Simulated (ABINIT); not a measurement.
## Single-point calculation, with input and output: Rh (part 1 of 2)

The run: single-point calculation of Rh (P-1, 1 atom in the cell). Method and program: Kohn-Sham DFT of a periodic cell, PBEsol, JTH PAW PBE v2.0, no spin polarisation (ABINIT 10.8.3).

The structure derives from an entry of the Crystallography Open Database.

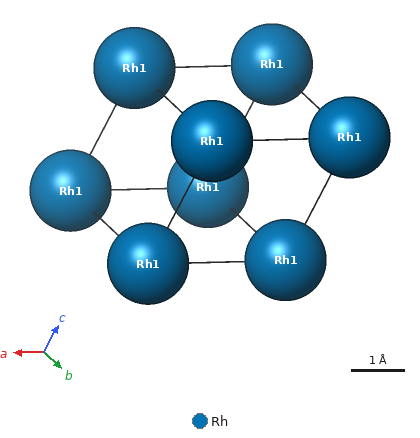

**Figure 1.** The structure (spheres-only view of the reduced cell, seen at an oblique angle; atoms are numbered from 1 in the order of the input). An atom can appear more than once, as a periodic image.

## The input
```
pp_dirpath "./"
pseudos "Rh.GGA_PBE-JTH.xml"

acell 3*1.0 Angstrom
rprim
    -0.0393340000     1.8830950000     1.9624630000
     1.9019270000     0.0328110000     1.8903180000
     1.9246520000     1.8336750000     0.0100860000
ntypat 1
znucl 45
natom 1
typat 1
xred
     0.0047670000     0.0035010000    -0.0058200000
chkprim 0
chksymtnons 0
tolsym 1.0e-6

ecut 435.382180 eV
pawecutdg 32.0
pawxcdev 0

kptopt 1
ngkpt 3 3 3
nshiftk 1
shiftk 0.0 0.0 0.0

ixc -116133

nband 13
occopt 6
tsmear 0.1 eV

nstep 100
tolvrs 1.0e-9

iomode 3
prtwf 0
prtden 0
prteig 0
prtebands 0
enunit 2
prtvol 2
```

Machine: 1 thread of Arm Neoverse N1, 24 GiB of memory available, shared host.

Run as:
```bash
abinit run.abi > log 2>&1
```

## The program's output
```
.Version 10.8.3 of ABINIT
 Symmetries : space group P-1 (#  2); Bravais aP (primitive triclinic)
================================================================================
 Values of the parameters that define the memory need of the present run
     intxc =       0    ionmov =       0      iscf =      17    lmnmax =      18
     lnmax =       6     mgfft =      20  mpssoang =       3    mqgrid =    3001
     natom =       1  nloc_mem =       2    nspden =       1   nspinor =       1
    nsppol =       1      nsym =       2    n1xccc =       1    ntypat =       1
    occopt =       6   xclevel =       2
       mpw =         287          nfft =        8000          nkpt =          14
 PAW method is used; the additional fine FFT grid is defined by:
   mgfftf=        30    nfftf =     21870
================================================================================
================================================================================

--------------------------------------------------------------------------------
------------- Echo of variables that govern the present computation ------------
--------------------------------------------------------------------------------
 -outvars: echo values of preprocessed input variables --------
            acell      1.8897261259E+00  1.8897261259E+00  1.8897261259E+00 Bohr
              amu      1.02905500E+02
          chkprim           0
      chksymtnons           0
             ecut      1.60000000E+01 Hartree
           enunit           2
              ixc     -116133
         kptrlatt        3    0    0      0    3    0      0    0    3
          kptrlen      1.47604546E+01
            natom           1
            nband          13
            ngfft          20      20      20
          ngfftdg          30      27      27
             nkpt          14
            nstep         100
             nsym           2
           ntypat           1
           occopt           6
        pawecutdg      3.20000000E+01 Hartree
         pawxcdev           0
           prtden           0
        prtebands           0
           prteig           0
           prtvol           2
            prtwf           0
            rprim     -3.9334000000E-02  1.8830950000E+00  1.9624630000E+00
                       1.9019270000E+00  3.2811000000E-02  1.8903180000E+00
                       1.9246520000E+00  1.8336750000E+00  1.0086000000E-02
          spgroup           2
           tolsym      1.00000000E-06
           tolvrs      1.00000000E-09
           tsmear      3.67493222E-03 Hartree
            typat      1
           useylm           1
           xangst     -4.7303333910E-03 -1.5804033240E-03  1.5914363919E-02
            xcart     -8.9390345932E-03 -2.9865294508E-03  3.0073789275E-02
             xred      4.7670000000E-03  3.5010000000E-03 -5.8200000000E-03
            znucl       45.00000

================================================================================

 chkinp: Checking input parameters for consistency.

================================================================================
== DATASET  1 ==================================================================

--- !DatasetInfo
iteration_state: {dtset: 1, }
dimensions: {natom: 1, nkpt: 14, mband: 13, nsppol: 1, nspinor: 1, nspden: 1, mpw: 287, }
cutoff_energies: {ecut:  16.0, pawecutdg:  32.0, }
electrons: {nelect:   1.70000000E+01, charge:   0.00000000E+00, occopt:   6.00000000E+00, tsmear:   3.67493222E-03, }
meta: {optdriver: 0, ionmov: 0, optcell: 0, iscf: 17, paral_kgb: 0, }
...

 Real(R)+Recip(G) space primitive vectors, cartesian coordinates (Bohr,Bohr^-1):
 R(1)= -0.0743305  3.5585338  3.7085176  G(1)= -0.1341533  0.1400802  0.1325457
 R(2)=  3.5941211  0.0620038  3.5721833  G(2)=  0.1385515 -0.1462126  0.1430764
 R(3)=  3.6370652  3.4651436  0.0190598  G(3)=  0.1352897  0.1473491 -0.1386782
 Unit cell volume ucvol=  9.2259727E+01 bohr^3
 Angles (23,13,12)=  5.83593542E+01  6.19787019E+01  5.95510937E+01 degrees

 Coarse grid specifications (used for wave-functions):

 getcut: wavevector=  0.0000  0.0000  0.0000  ngfft=  20  20  20
         ecut(hartree)=     16.000   => boxcut(ratio)=   2.16365

 Fine grid specifications (used for densities):

 getcut: wavevector=  0.0000  0.0000  0.0000  ngfft=  30  27  27
         ecut(hartree)=     32.000   => boxcut(ratio)=   2.01574

--- Pseudopotential description ------------------------------------------------
- pspini: atom type   1  psp file is ./Rh.GGA_PBE-JTH.xml
 Pseudopotential format is: paw10
 basis_size (lnmax)=  6 (lmn_size= 18), orbitals=   0   0   1   1   2   2
 Spheres core radius: rc_sph= 2.21251062
 Shapefunction is SIN type: shapef(r)=[sin(pi*r/rshp)/(pi*r/rshp)]**2
 Radius for shape functions =  2.00372819
 Compensation charge density is not taken into account in XC energy/potential

   3.74318991E+02                                ecore*ucvol(ha*bohr**3)
--------------------------------------------------------------------------------

================================================================================

--- !BeginCycle
iteration_state: {dtset: 1, }
solver: {iscf: 17, nstep: 100, nline: 4, wfoptalg: 10, }
tolerances: {tolvrs: 1.00E-09, }
...

     iter   Etot(hartree)      deltaE(h)  residm     nres2
 ETOT  1  -109.86855507673    -1.099E+02 2.460E+01 5.257E+00
 ETOT  2  -111.35853287626    -1.490E+00 1.670E-01 2.079E+00
 ETOT  3  -111.35378483250     4.748E-03 2.119E-02 5.471E-01
 ETOT  4  -111.35334830221     4.365E-04 8.490E-03 5.294E-02
 ETOT  5  -111.35349964003    -1.513E-04 4.289E-03 2.325E-02
 ETOT  6  -111.35347020969     2.943E-05 7.171E-04 5.015E-03
 ETOT  7  -111.35346017153     1.004E-05 8.877E-04 1.184E-03
 ETOT  8  -111.35345789347     2.278E-06 1.699E-04 3.655E-04
 ETOT  9  -111.35345702431     8.692E-07 2.196E-04 8.539E-06
 ETOT 10  -111.35345707158    -4.727E-08 3.796E-05 2.326E-06
 ETOT 11  -111.35345707053     1.052E-09 5.112E-05 1.027E-07
 ETOT 12  -111.35345707078    -2.484E-10 8.636E-06 1.415E-08
 ETOT 13  -111.35345707076     1.180E-11 1.148E-05 5.579E-10

 At SCF step   13       nres2   =  5.58E-10 < tolvrs=  1.00E-09 =>converged.

 Cartesian components of stress tensor (hartree/bohr^3)
  sigma(1 1)= -7.76459533E-04  sigma(3 2)=  6.86676678E-05
  sigma(2 2)= -5.14774462E-04  sigma(3 1)= -5.22285560E-05
  sigma(3 3)= -8.35388048E-04  sigma(2 1)=  6.03598201E-05

--- !ResultsGS
iteration_state: {dtset: 1, }
comment   : Summary of ground state results
lattice_vectors:
- [ -0.0743305,   3.5585338,   3.7085176, ]
- [  3.5941211,   0.0620038,   3.5721833, ]
- [  3.6370652,   3.4651436,   0.0190598, ]
lattice_lengths: [   5.14021,    5.06775,    5.02353, ]
lattice_angles: [ 58.359,  61.979,  59.551, ] # degrees, (23, 13, 12)
lattice_volume:   9.2259727E+01
convergence: {deltae:  1.180E-11, res2:  5.579E-10, residm:  1.148E-05, diffor: null, }
etotal    :  -1.11353457E+02
entropy   :   0.00000000E+00
fermie    :   5.88111008E-01
cartesian_stress_tensor: # hartree/bohr^3
- [ -7.76459533E-04,   6.03598201E-05,  -5.22285560E-05, ]
- [  6.03598201E-05,  -5.14774462E-04,   6.86676678E-05, ]
- [ -5.22285560E-05,   6.86676678E-05,  -8.35388048E-04, ]
pressure_GPa:   2.0856E+01
xred      :
- [  4.7670E-03,   3.5010E-03,  -5.8200E-03, Rh]
cartesian_forces: # hartree/bohr
- [ -0.00000000E+00,  -0.00000000E+00,  -0.00000000E+00, ]
force_length_stats: {min:   0.00000000E+00, max:   0.00000000E+00, mean:   0.00000000E+00, }
...

 Integrated electronic density in atomic spheres:
 ------------------------------------------------
 Atom  Sphere_radius  Integrated_density
    1        2.21251         14.82306346

================================================================================

 ----iterations are completed or convergence reached----
```
